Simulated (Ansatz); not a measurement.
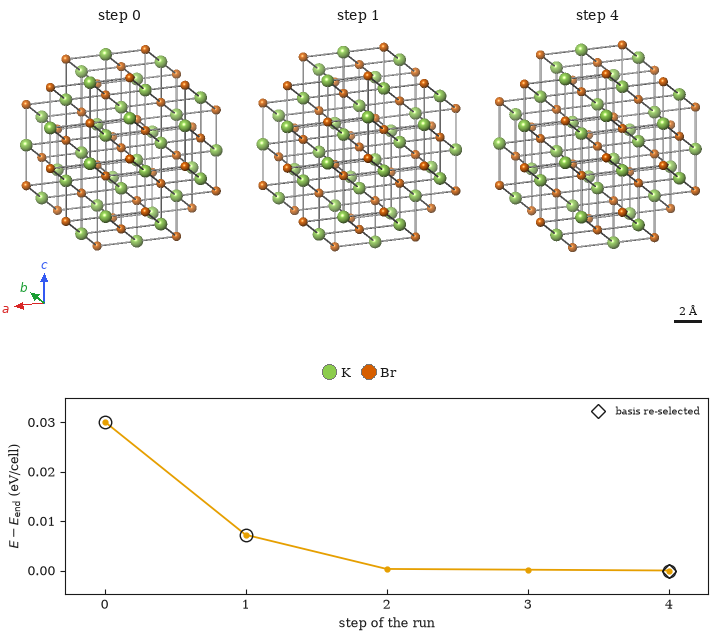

Frames of a relaxation of crystalline KBr (built on the rocksalt type), marked on the history of the run. A ball-and-stick model of the conventional cell (4 times the calculation's cell), seen from a free direction. Lengths and directions refer to the drawn axes.

Method: DFT, PBE, plane waves, PAW (Ansatz).

Input
```yaml
crystal:
  lattice:
    - [0.0, 3.250018, 3.250018]
    - [3.250018, 0.0, 3.250018]
    - [3.250018, 3.250018, 0.0]
  atoms:
    - { symbol: K, position: [0.0, 0.0, 0.0] }
    - { symbol: Br, position: [0.5, 0.5, 0.5] }
kpoints:
  mp_grid: { grid: [6, 6, 6] }
hamiltonian:
  xc: pbe
scf:
  occupations: { method: fermi_dirac, width: 0.02 }
relax:
  f_tol: 0.005
  cell: {}
output:
  write_density: true
  write_potential: true
  elf: true
  volumetric_format: npy
```

Run as
```bash
ansatz run input.yaml --threads 4 --pin off --max-ram 7372MiB --backend cpu --events-out ev --progress --plain --runs-dir out
```

**Describe the path.**

The energy falls by 30.1 meV per cell of the calculation in 3 accepted moves (4 points after the start). All forces vanish by symmetry, so only the cell relaxes. The pressure goes from 1.57 to 0.01 GPa. The SCF was repeated once at an unchanged geometry on a basis and grid sized afresh for the cell, which shifted the energy by 0.2 meV per cell of the calculation at most. No atom moves by more than 0.005 Å relative to the cell. The volume changes by +9.7 %, with a = b = c 6.500 → 6.705 Å (+3.1 %). Among the contacts that change: K1–Br2 3.250 → 3.352 Å. The space group stays Fm-3m (No. 225). Cost: 1.9 s on 4 threads of Arm Neoverse V2, on a shared host, peak memory 0.32 GiB. From step 0 to 1: volume +4.8 %, energy −22.9 meV per cell of the calculation. From step 1 to 4: volume +4.7 %, energy −7.2 meV per cell of the calculation.

```
step  E − E(0), meV/atom  pressure, GPa  volume, Å³/atom                      note
   0                0.00           1.57           34.329                          
   1              -11.45           0.70           35.978                          
   2              -14.91           0.10           37.421                          
   3              -14.99           0.01           37.673                          
   4              -15.07           0.01           37.673  same geometry, new basis
```
